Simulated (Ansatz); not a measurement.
**Single-point calculation of TiAl**

TiAl (Cmme, 4 atoms in the cell), computed with DFT PBEsol, scalar-relativistic, plane waves, PAW, no spin polarisation (Ansatz 0.2.0).

The structure derives from an entry of the Crystallography Open Database. It belongs to a series of runs on one base structure; here: mode 5 (165.7 1/cm) frozen in, largest displacement +0.090 A. Figures and captions count atoms from 1; the log counts them from 0 in places.

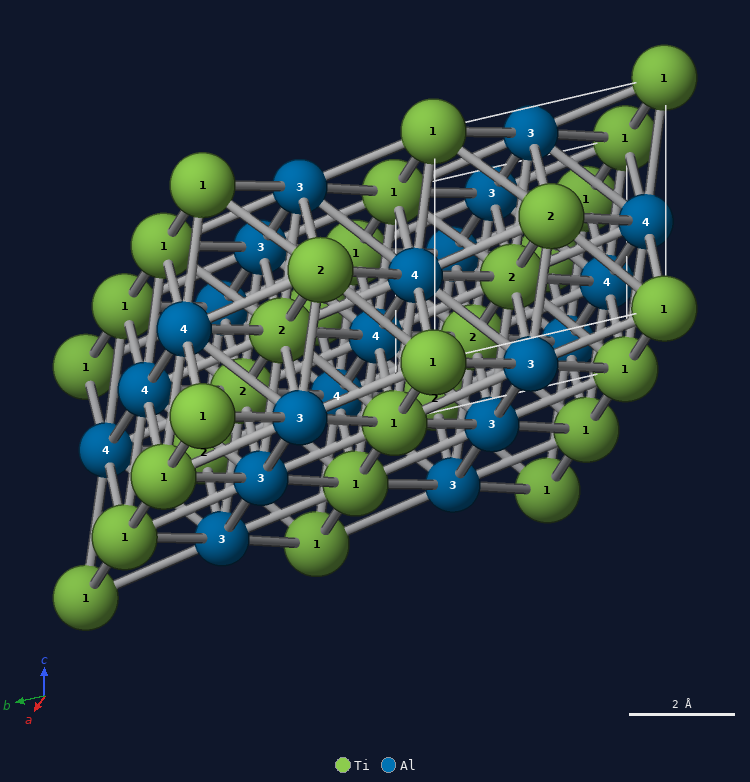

Fig. 1: The structure (ball-and-stick view of the cell of the calculation, repeated 3 × 2 × 1, seen at an oblique angle; atoms are numbered from 1 in the order of the input). An atom can appear more than once, as a periodic image. Near neighbours in the periodic cell (some may lie outside the picture): Ti has 8 Al at 2.78 to 2.87 Å and 4 Ti at 2.80 Å; Al has 4 Al at 2.80 Å and 8 Ti at 2.78 to 2.87 Å.

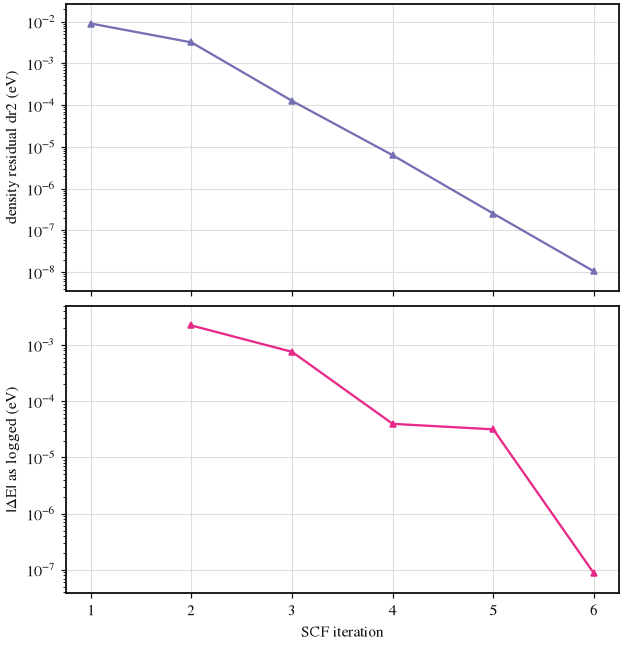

Fig. 2: Convergence of the self-consistent field: density residual dr2 and size of the energy change against the SCF iteration. The residual falls at every step.

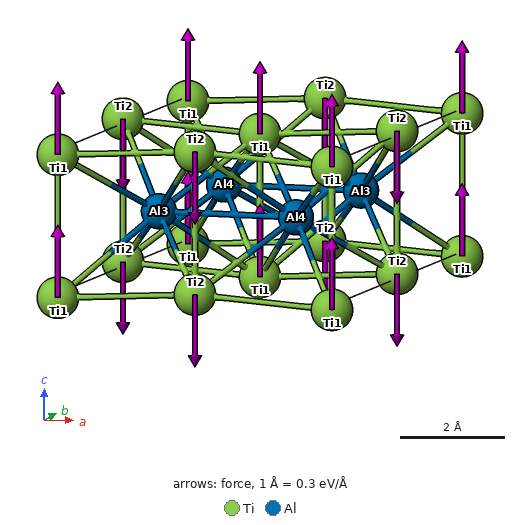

Fig. 3: Forces on the atoms as pink arrows (ball-and-stick view of the cell 2 times as large as that of the calculation, set on its symmetry axes, seen slightly off an axis; atoms are numbered from 1 in the order of the input). The largest act on Ti1, Ti2 (0.43 eV/Å). The geometry is not a stationary point of this energy.

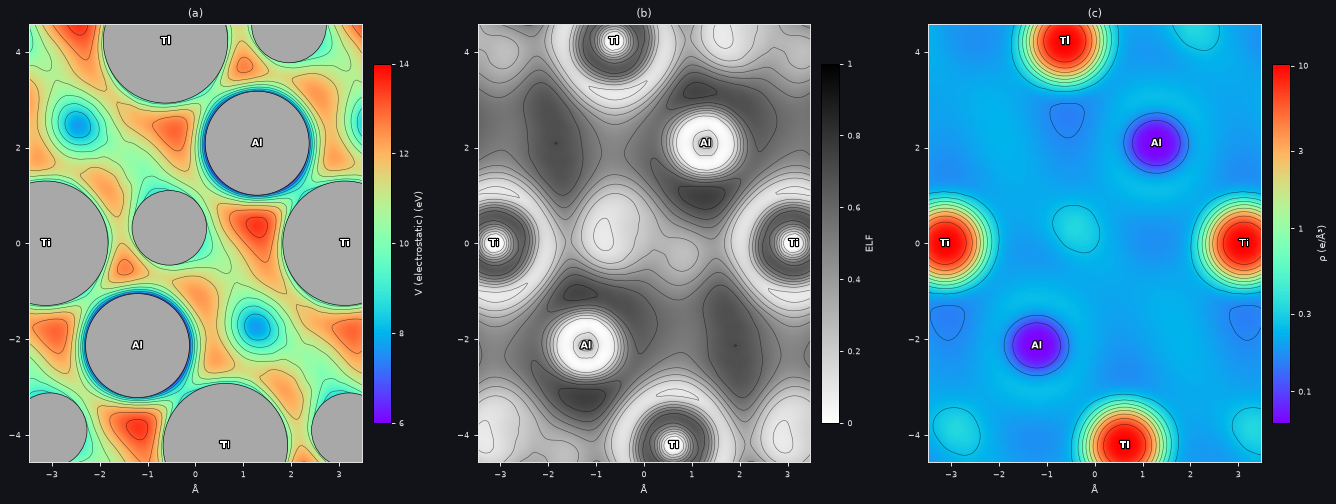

Fig. 4: (a) electrostatic potential (local pseudopotential plus Hartree) felt by an electron; (b) electron localisation function; (c) valence charge density (pseudo) on the (111) plane of the conventional cell. Grey discs, where drawn, cover atomic cores. Atoms in the plane: Ti and Al. Ti–Al (2.78 Å): ρ is about 0.21 e/Å³ halfway; the ELF is about 0.35 at the midpoint, as expected for nearly free electrons, as in a simple metal. Ti–Al (2.87 Å): the density is about 0.2 e/Å³ at the midpoint; the ELF is about 0.40 at the midpoint, as expected for metallic bonding. Away from the nuclei the density in this plane falls to 0.15 e/Å³ at its lowest. The strong features right at Ti lie inside the PAW spheres (semicore, d or f shells) and say nothing about bonding. Outside the cores the potential energy rises away from the atoms and is highest about 1.7 Å from the nearest atoms; outside the discs it spans about 7 eV, and its zero is arbitrary. Core electrons are frozen (PAW), so the fields are smoothed inside the atomic spheres.

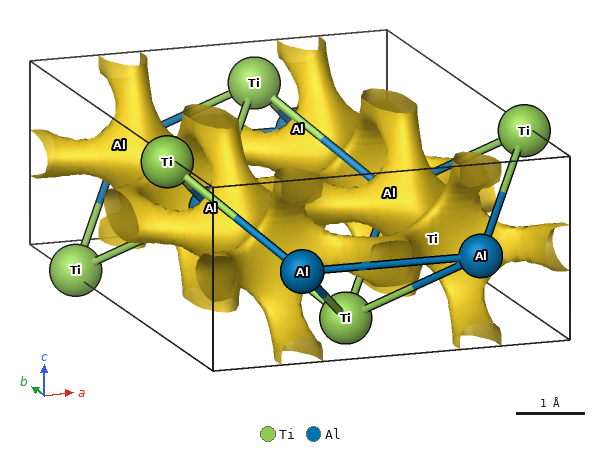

Fig. 5: Isosurface of the ELF at 0.65 (yellow), seen slightly off an axis. Only the valence region is drawn (cores and ρ < 0.01 e/Å³ removed). Sticks mark near contacts. The outline is the cell set on symmetry axes. Along the contacts the grid gives the following. Ti–Al (2.78 Å): the ELF is about 0.35 at the midpoint, which marks metallic bonding. Al–Al (2.80 Å): the ELF peaks at about 0.70 between the atoms.

These pictures come from the run below.

Input file:
```yaml
crystal:
  lattice:
    - [-2.7951585984, 0.0, 0.0]
    - [0.0, 2.7951585984, 4.038740475]
    - [0.0, 2.7951585984, -4.038740475]
  atoms:
    - { symbol: Ti, position: [0.0321985307, 0.0, 0.0] }
    - { symbol: Ti, position: [-0.0321985307, 0.5, 0.5] }
    - { symbol: Al, position: [0.5, 0.5, 0.0] }
    - { symbol: Al, position: [0.5, 0.0, 0.5] }
basis:
  ecutwfc: 420
kpoints:
  mp_grid: { grid: [22, 14, 14] }
hamiltonian:
  xc: pbesol
scf:
  occupations: { method: gaussian, width: 0.15 }
output:
  forces: true
  stress: true
  eigenvalues: true
  write_density: true
  write_potential: true
  elf: true
  volumetric_format: npy
```

Launch command:
```bash
ansatz run input.yaml --threads 2 --pin off --max-ram 5120MiB --backend cpu --events-out ev --progress --plain --runs-dir out
```

Log:
```
Engine: ansatz 0.2.0, x86_64-unknown-linux-gnu
Pseudopotentials: kind: paw
Pseudopotential: Ti, paw, valence charge 12, recommended cutoff 420 eV (normal), Ti.paw.azcp
Pseudopotential: Al, paw, valence charge 3, recommended cutoff 420 eV (normal), Al.paw.azcp
Functional definition: PBEsol
  exchange = pbesol_x
  correlation = pbesol_c
Crystal: 4 atoms, lattice volume = 63.109 Å³
Basis set: ecut = 420 eV, 1237 PW (Γ), exchange–correlation on 40×72×72 points (8 copies of the dense FFT grid, shifted against one another)
Bands: 19, of which v1, the nominal top of the filled ones, is band 15 counted from 1 (14 counted from 0)
Symmetry: 8 space group operations
Space group: Cmme (ITA 67), of the structure as read, at distance tolerance 4.0e-5 Å
k-points: 684 of 4312
Non-local potential: Ti, projectors of the file, l = 0: 3, l = 1: 2, l = 2: 3, l = 3: 1
Non-local potential: Al, projectors of the file, l = 0: 2, l = 1: 2, l = 2: 1
PAW form: soft (Blöchl's): semilocal exchange-correlation on the pseudo side does not see the compensation charge
PAW frozen core: Ti, regenerated for the run's functional, and the local potential with it (the file was generated under x = pbe(κ = 0.804, μ = 0.2195149727645171), c = pbe(β = 0.06672455060314922))
PAW frozen core: Al, regenerated for the run's functional, and the local potential with it (the file was generated under x = pbe(κ = 0.804, μ = 0.2195149727645171), c = pbe(β = 0.06672455060314922))
PAW one-centre angular grid: Ti, 590 points (default); XC on 64 Gauss nodes
PAW one-centre angular grid: Al, 110 points (default); XC on 64 Gauss nodes
Initial density: superposition of atomic densities (neutral atoms: chi_scale 0, normalization atom), corrected by the library's trained network
Initial wavefunctions: pseudopotential atomic-orbital guess
Functional: x = pbesol(κ = 0.804, μ = 0.12345679012345678), c = pbesol(β = 0.046)
SCF iter   1: F=—  HF=-5998.515713 eV  |F-HF|=—  |Δ(HF+E_count)|=         —  Δρ=4.34e-3  dr2=9.04e-3  ethr=1.77e-3  ⟨swp⟩=5.3  Hψ=61264  notcnv=0
preconditioner: auto → Kerker (q_TF=auto, 2.410 Å⁻¹)  [metal: Δε(μ)=0.002 eV  Ē_g=4.036 eV  σ=0.150 eV  W_gap=0.01  n_scr=10 (ndim 8)  ℏωp=17.5 eV  f_vac=0.000  D(μ)=3.61/eV (n_scr^D=36)]
SCF iter   2: F=—  HF=-5998.513480 eV  |F-HF|=—  |Δ(HF+E_count)|=   2.23e-3  Δρ=2.16e-3  dr2=3.20e-3  ethr=3.01e-5  ⟨swp⟩=1.4  Hψ=20112  notcnv=0
SCF iter   3: F=—  HF=-5998.512723 eV  |F-HF|=—  |Δ(HF+E_count)|=   7.57e-4  Δρ=4.69e-4  dr2=1.27e-4  ethr=1.07e-5  ⟨swp⟩=2.2  Hψ=17116  notcnv=0
SCF iter   4: F=—  HF=-5998.512684 eV  |F-HF|=—  |Δ(HF+E_count)|=   3.96e-5  Δρ=8.94e-5  dr2=6.34e-6  ethr=4.24e-7  ⟨swp⟩=2.9  Hψ=23868  notcnv=0
SCF iter   5: F=—  HF=-5998.512715 eV  |F-HF|=—  |Δ(HF+E_count)|=   3.16e-5  Δρ=2.22e-5  dr2=2.54e-7  ethr=2.11e-8  ⟨swp⟩=2.0  Hψ=17309  notcnv=0
SCF iter   6: F=-5998.512715 eV  HF=-5998.512715 eV  |F-HF|=5.67e-9  |Δ(HF+E_count)|=   8.69e-8  Δρ=4.49e-6  dr2=1.05e-8  ethr=3.33e-10  ⟨swp⟩=7.3  Hψ=71297  notcnv=0
SCF 1 converged in 6 iterations: F = -5998.512715 eV  dr2 = 1.05e-8
  greatest PAW one-centre occupation: 0.999 electrons in one spin orbital (limit 2), on the Ti atom at site 1 (counted from 0), in its partial waves of l = 0
SCF converged after 6 iterations
Free energy (F): -5998.512715 eV
Harris-Foulkes:  -5998.512715 eV  (|F-HF|=5.67e-9)
Internal energy: -5998.471460 eV  (E = F + TS)
E sigma→0 (E₀):  -5998.492088 eV
Entropy (-TS):   -0.041255 eV (-10.314 meV/atom)
Fermi energy:    11.244799 eV
--- Per-component energies (eV) ---
  E_band       = -318.464895
  E_kinetic    = 594.810554
  E_local      = -2129.262779  (includes V_loc(G=0)·N_el)
  E_nonlocal   = 41.173736
  E_hartree    = 914.211389
  E_xc         = -273.983054
  E_vxc        = -303.636873  (∫ρ·V_xc dr)
  E_paw        = -2955.865417  (= ΣΔE_a)
  E_vpaw       = -349.971654  (= ΣTr[D̂ρ^β])
  E_aug_tail   = 0.000226  (compensation charges beyond the density's cutoff)
  E_ewald      = -2189.873163
  E_core_change = 0.317047  (= ΣΔE_core)
  E_smearing   = -0.041255  (= −TS)
  E_closure    = 0.000000  (closes the sum)
  Σ components = -5998.512715   (vs F -5998.512715, Δ=0.00e0)
--- Forces (eV/Å), atoms counted from 1 ---
  atom   1  Ti     0.43231169     0.00000000     0.00000000
  atom   2  Ti    -0.43231169     0.00000000     0.00000000
  atom   3  Al     0.00000000     0.00000000     0.00000000
  atom   4  Al     0.00000000     0.00000000     0.00000000
  max |Σ_I F_I| component: 5.55e-17 eV/Å
--- Stress (GPa, compression-positive) ---
       -0.096242       0.000000       0.000000
        0.000000       0.196439       0.000000
        0.000000       0.000000       0.406783
  P = ⅓ Tr σ = 0.1690 GPa (1.690 kbar)
--- Band table (eV; the first three rows and the last of 684) ---
  k-point 0: bands = ["-45.0580", "-44.9918", "-21.6278", "-21.5689", "-21.5184", "-21.1089", "-21.0974", "-21.0537", "2.0955", "6.2704", "8.2730", "9.3054", "10.0104", "10.1347", "10.4135", "10.8999", "12.6196", "13.1261", "13.4644"]
  k-point 1: bands = ["-45.0572", "-44.9926", "-21.6215", "-21.5684", "-21.5191", "-21.1158", "-21.0969", "-21.0541", "2.1333", "6.1791", "8.3446", "9.2681", "9.7047", "10.4245", "10.4285", "10.9068", "12.6388", "13.1421", "13.4806"]
  k-point 2: bands = ["-45.0547", "-44.9951", "-21.6030", "-21.5667", "-21.5212", "-21.1360", "-21.0952", "-21.0553", "2.2461", "5.9329", "8.5058", "9.1648", "9.4167", "10.4563", "10.7090", "10.9258", "12.6936", "13.1895", "13.4968"]
  k-point 683: bands = ["-44.9903", "-44.9282", "-21.6268", "-21.5557", "-21.5522", "-21.5171", "-21.4444", "-21.0625", "6.2809", "7.9992", "8.2515", "10.0400", "10.1300", "10.7783", "10.7965", "10.7997", "11.0188", "11.0392", "12.6861"]
```

Key numbers:

- outcome: converged
- space group (tolerance 0.01 Å): Cmme (67)
- electrons treated: 30
- free energy: −5998.5127 eV
- Fermi energy: 11.245 eV
- gap on the k-point mesh: none (metallic)
- pressure: 0.17 GPa
- largest force (length of the vector): 0.432 eV/Å
- hardware: 2 threads of Intel Xeon @ 2.50GHz (Skylake/Cascade Lake), 192 GiB of memory available, shared host
- wall time: 36 s (CPU time 68 s)
- peak memory: 0.91 GiB
